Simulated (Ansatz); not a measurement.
SiC: single-point calculation

SiC (P6₃mc, 8 atoms in the cell), computed with DFT r2SCAN, scalar-relativistic, plane waves, PAW, no spin polarisation (Ansatz 0.2.0).

The structure derives from a Materials Project entry.

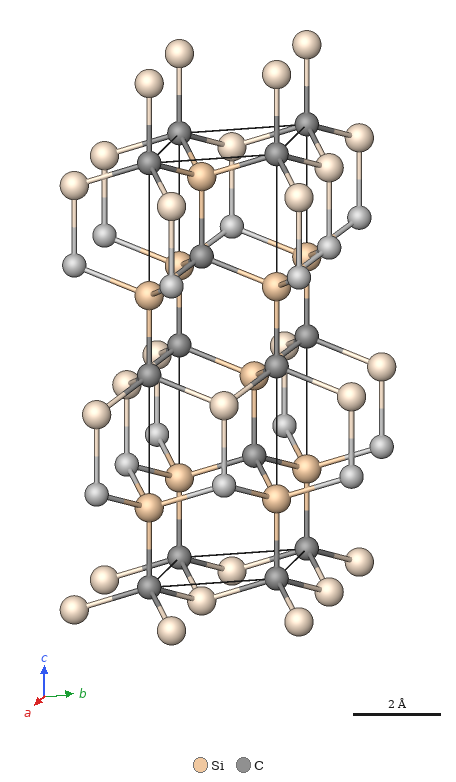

The structure (ball-and-stick view of the cell of the calculation, seen slightly off an axis; neighbours outside the cell are drawn fainter). An atom can appear more than once, as a periodic image. Near neighbours in the periodic cell (some may lie outside the picture): Si has 4 C at 1.88 to 1.89 Å; C has 4 Si at 1.88 to 1.89 Å.

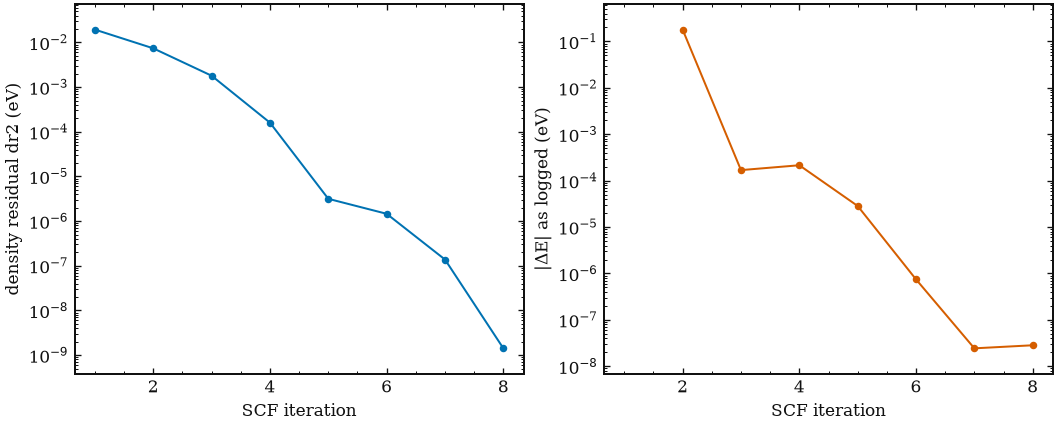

Convergence of the self-consistent field: density residual dr2 and size of the energy change against the SCF iteration. The residual falls at every step.

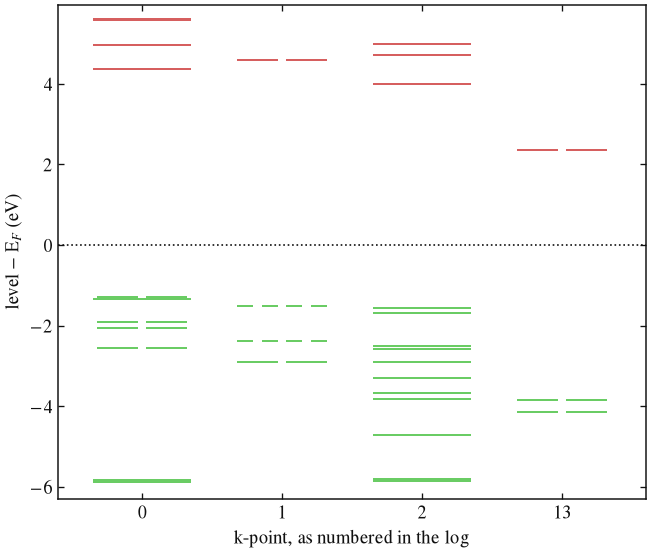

Kohn–Sham levels near the Fermi level (dotted) at the few k-points that the log prints; levels within 0.02 eV of each other stand side by side. Among these points the highest filled and lowest empty levels are 3.67 eV apart; the gap on the full mesh, 2.60 eV, has an edge at a point that isn't printed.

The input that produced these results follows, with the program's output.

### Input file
```yaml
crystal:
  lattice:
    - [3.0756941497, 0.0, 0.0]
    - [-1.5378470748, 2.6636292679, 0.0]
    - [0.0, 0.0, 10.07064648]
  atoms:
    - { symbol: Si, position: [0.66666667, 0.33333333, 0.93784198] }
    - { symbol: Si, position: [0.33333333, 0.66666667, 0.43784198] }
    - { symbol: Si, position: [0.0, 0.0, 0.68789438] }
    - { symbol: Si, position: [0.0, 0.0, 0.18789438] }
    - { symbol: C, position: [0.66666667, 0.33333333, 0.74980259] }
    - { symbol: C, position: [0.33333333, 0.66666667, 0.24980259] }
    - { symbol: C, position: [0.0, 0.0, 0.50046005] }
    - { symbol: C, position: [0.0, 0.0, 0.00046005] }
basis:
  ecutwfc: 500
kpoints:
  mp_grid: { grid: [6, 6, 2] }
hamiltonian:
  xc: r2scan
scf:
  occupations: { method: gaussian, width: 0.1 }
output:
  forces: true
  stress: true
  eigenvalues: true
```

Run as:
```bash
ansatz run input.yaml --threads 2 --pin off --max-ram 5120MiB --backend cpu --events-out ev --progress --plain --runs-dir out
```

### Log
```
Engine: ansatz 0.2.0, aarch64-unknown-linux-gnu
Pseudopotentials: kind: paw
Pseudopotential: Si, paw, valence charge 4, recommended cutoff 500 eV (meta_gga), Si.paw.azcp
Pseudopotential: C, paw, valence charge 4, recommended cutoff 500 eV (meta_gga), C.paw.azcp
Functional definition: r2SCAN
  parameter k0 = 0.174
  parameter k1 = 0.065
  parameter a1 = 4.9479
  exchange = r2scan_x(k0 = k0, k1 = k1, a1 = a1)
  correlation = r2scan_c
Crystal: 8 atoms, lattice volume = 82.504 Å³
Basis set: ecut = 500 eV, 2137 PW (Γ), exchange–correlation on 96×96×300 points (64 copies of the dense FFT grid, shifted against one another)
Bands: 24, of which v1, the nominal top of the filled ones, is band 16 counted from 1 (15 counted from 0)
Symmetry: 12 space group operations
Space group: P63mc (ITA 186), of the structure as read, at distance tolerance 4.4e-5 Å
k-points: 14 of 72
Non-local potential: Si, projectors of the file, l = 0: 2, l = 1: 2, l = 2: 2
Non-local potential: C, projectors of the file, l = 0: 2, l = 1: 2, l = 2: 1
PAW form: soft (Blöchl's): semilocal exchange-correlation on the pseudo side does not see the compensation charge
PAW frozen core: Si, regenerated for the run's functional (the file was generated under x = pbe(κ = 0.804, μ = 0.2195149727645171), c = pbe(β = 0.06672455060314922))
PAW frozen core: C, regenerated for the run's functional (the file was generated under x = pbe(κ = 0.804, μ = 0.2195149727645171), c = pbe(β = 0.06672455060314922))
PAW one-centre angular grid: Si, 302 points (default); XC on 160 Gauss nodes
PAW one-centre angular grid: C, 302 points (default); XC on 239 of its mesh's 2573 points in the sphere
Initial density: superposition of atomic densities (neutral atoms: chi_scale 0, normalization atom), corrected by the library's trained network
Initial wavefunctions: pseudopotential atomic-orbital guess
Functional: x = r2scan, c = r2scan; τ floored in thin density (d = 2e-4 eV/Å³)
SCF iter   1: F=—  HF=-3565.135916 eV  |F-HF|=—  |Δ(HF+E_count)|=         —  Δρ=5.89e-3  dr2=1.94e-2  dr2_τ=7.86e-1  ethr=1.77e-3  ⟨swp⟩=6.1  Hψ=1907  notcnv=0
preconditioner: auto → none  [insulator: Δε(μ)=2.541 eV  Ē_g=12.817 eV  σ=0.100 eV  W_gap=1.00  n_scr=6 (ndim 8)  ℏωp=23.1 eV  f_vac=0.000  D(μ)=0.00/eV (n_scr^D=0)  ε∞_Penn≈4.3]
SCF iter   2: F=—  HF=-3565.315476 eV  |F-HF|=—  |Δ(HF+E_count)|=   1.80e-1  Δρ=4.06e-3  dr2=7.39e-3  dr2_τ=1.49e-4  ethr=6.06e-5  ⟨swp⟩=2.0  Hψ=740  notcnv=0  defer=44
SCF iter   3: F=—  HF=-3565.315645 eV  |F-HF|=—  |Δ(HF+E_count)|=   1.69e-4  Δρ=1.32e-3  dr2=1.80e-3  dr2_τ=1.00e-4  ethr=2.31e-5  ⟨swp⟩=2.0  Hψ=493  notcnv=0  defer=16
automatic band count: iteration 3 solves 22 bands in place of 24: the levels show a gap, and the empty bands left out lie too high to hold charge; the band table lists the bands solved (type scf.n_extra_bands for more)
SCF iter   4: F=—  HF=-3565.315430 eV  |F-HF|=—  |Δ(HF+E_count)|=   2.15e-4  Δρ=3.97e-4  dr2=1.60e-4  dr2_τ=2.30e-5  ethr=5.63e-6  ⟨swp⟩=2.1  Hψ=487  notcnv=0  defer=16
SCF iter   5: F=—  HF=-3565.315402 eV  |F-HF|=—  |Δ(HF+E_count)|=   2.85e-5  Δρ=8.22e-5  dr2=3.16e-6  dr2_τ=3.41e-7  ethr=4.99e-7  ⟨swp⟩=2.1  Hψ=458  notcnv=0  defer=16
SCF iter   6: F=—  HF=-3565.315402 eV  |F-HF|=—  |Δ(HF+E_count)|=   7.47e-7  Δρ=3.69e-5  dr2=1.46e-6  dr2_τ=2.58e-8  ethr=9.86e-9  ⟨swp⟩=2.0  Hψ=496  notcnv=0  defer=16
SCF iter   7: F=—  HF=-3565.315402 eV  |F-HF|=—  |Δ(HF+E_count)|=   2.44e-8  Δρ=1.46e-5  dr2=1.38e-7  dr2_τ=2.74e-9  ethr=4.58e-9  ⟨swp⟩=2.0  Hψ=439  notcnv=0  defer=16
SCF iter   8: F=-3565.315402 eV  HF=-3565.315402 eV  |F-HF|=1.83e-9  |Δ(HF+E_count)|=   2.84e-8  Δρ=2.09e-6  dr2=1.42e-9  dr2_τ=1.79e-10  ethr=3.13e-10  ⟨swp⟩=7.2  Hψ=1222  notcnv=0
SCF 1 converged in 8 iterations: F = -3565.315402 eV  dr2 = 1.42e-9
  greatest PAW one-centre occupation: 0.659 electrons in one spin orbital (limit 2), on the C atom at site 5 (counted from 0), in its partial waves of l = 0
SCF converged after 8 iterations
Free energy (F): -3565.315402 eV
Harris-Foulkes:  -3565.315402 eV  (|F-HF|=1.83e-9)
Internal energy: -3565.315402 eV  (E = F + TS)
E sigma→0 (E₀):  -3565.315402 eV
Fermi energy:    10.772888 eV
--- Per-component energies (eV) ---
  E_band       = 102.994989
  E_kinetic    = 544.806516
  E_local      = -415.555272  (includes V_loc(G=0)·N_el)
  E_nonlocal   = 201.495465
  E_hartree    = 130.718330
  E_xc         = -405.647081
  E_vxc        = -474.856131  (∫ρ·V_xc dr)
  E_paw        = -2481.207256  (= ΣΔE_a)
  E_vpaw       = -36.618841  (= ΣTr[D̂ρ^β])
  E_aug_tail   = 0.000033  (compensation charges beyond the density's cutoff)
  E_vtau       = 22.286482  (kinetic-family band-sum trace: ∫τ·v_τ [+ j·A + Jᵃ·Aᵃ] dr)
  E_ewald      = -1139.521310
  E_core_change = -0.404827  (= ΣΔE_core)
  E_smearing   = -0.000000  (= −TS)
  E_closure    = 0.000000  (closes the sum)
  Σ components = -3565.315402   (vs F -3565.315402, Δ=0.00e0)
--- Forces (eV/Å), atoms counted from 1 ---
  atom   1  Si     0.00000000    -0.00000000     0.00357066
  atom   2  Si     0.00000000     0.00000000     0.00357066
  atom   3  Si    -0.00000000     0.00000000     0.00359090
  atom   4  Si     0.00000000    -0.00000000     0.00359090
  atom   5  C      0.00000000     0.00000000    -0.00530454
  atom   6  C     -0.00000000     0.00000000    -0.00530454
  atom   7  C     -0.00000000    -0.00000000    -0.00185891
  atom   8  C      0.00000000     0.00000000    -0.00185891
  max |Σ_I F_I| component: 3.79e-6 eV/Å
--- Stress (GPa, compression-positive) ---
        0.476415       0.000000       0.000000
        0.000000       0.476415      -0.000000
        0.000000      -0.000000       0.320880
  P = ⅓ Tr σ = 0.4246 GPa (4.246 kbar)
--- Band table (eV; the first three rows and the last of 14) ---
  k-point 0: bands = ["-6.8118", "-5.5923", "-5.5533", "-3.1740", "0.5570", "4.9021", "4.9501", "8.2282", "8.2282", "8.7130", "8.7130", "8.8632", "8.8632", "9.4245", "9.4752", "9.4752", "15.1423", "15.7356", "16.3576", "16.3905", "16.9961", "16.9961"]
  k-point 1: bands = ["-6.4955", "-6.4955", "-4.1840", "-4.1840", "2.0811", "2.0811", "7.8679", "7.8679", "8.3794", "8.3794", "8.3794", "8.3794", "9.2590", "9.2590", "9.2590", "9.2590", "15.3568", "15.3568", "16.8457", "16.8457", "17.0838", "17.0838"]
  k-point 2: bands = ["-6.3140", "-5.1139", "-5.0726", "-2.7665", "1.0076", "4.9056", "4.9776", "6.0600", "6.9569", "7.1064", "7.4665", "7.8759", "8.1930", "8.2574", "9.0782", "9.2163", "14.7571", "15.4815", "15.7543", "16.8842", "17.2303", "17.5575"]
  k-point 13: bands = ["-2.1237", "-2.1237", "-2.0510", "-2.0510", "1.8571", "1.8571", "2.1708", "2.1708", "3.5276", "3.5276", "4.2785", "4.2785", "6.6178", "6.6178", "6.9185", "6.9185", "13.1419", "13.1419", "16.7428", "16.7428", "16.7842", "16.7842"]
```

### Key numbers

- outcome: converged
- space group (tolerance 0.01 Å): P6₃mc (186)
- electrons treated: 32
- free energy: −3565.3154 eV
- Fermi energy: 10.773 eV
- gap on the k-point mesh: 2.60 eV
- pressure: 0.42 GPa
- largest force (length of the vector): 0.005 eV/Å
- hardware: 2 threads of Arm Neoverse V1, 24 GiB of memory available, shared host
- wall time: 3.7 s (CPU time 7.1 s)
- peak memory: 0.46 GiB
